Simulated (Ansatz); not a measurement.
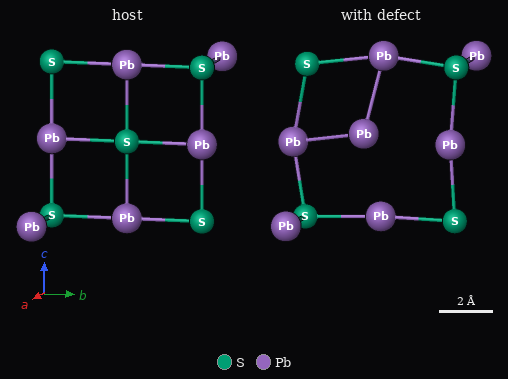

Left: perfect PbS. Right: the same region with one point defect, after relaxing the atoms in a supercell of 64 sites. Style: ball-and-stick. Shown: the atoms within 5.4 Å of one point, in a slice 3.4 Å thick across the line of sight, slightly off an axis.

These are results of DFT, PBEsol, PAW, plane waves (Ansatz), not measurements. Settings: plane-wave cutoff 420 eV; k-point mesh 1 × 1 × 1; mesh shifted by (0.25, 0.25, 0.25); collinear spin. Fermi-Dirac smearing of 0.01 eV. A uniform background neutralises the charged cell. The axes drawn are those of the host's conventional cell.

**What kind of defect was made?**

A sulfur atom is replaced by lead.

The charge state of the cell is +1.

**What does the relaxation do around it?**

In the host the S atom has 6 Pb at 2.95 Å; the Pb atom ends with 6 Pb at 2.99 to 3.34 Å, 2 S at 3.43 to 3.46 Å. Of the host's atoms, a lead atom moves furthest from its site, by 0.59 Å. The Pb atom itself moves 0.75 Å from where it was put. The cell's net moment is 1.00 μB.

Limits of the set-up: the cell is charged, on a uniform background, and energies carry no finite-size correction.
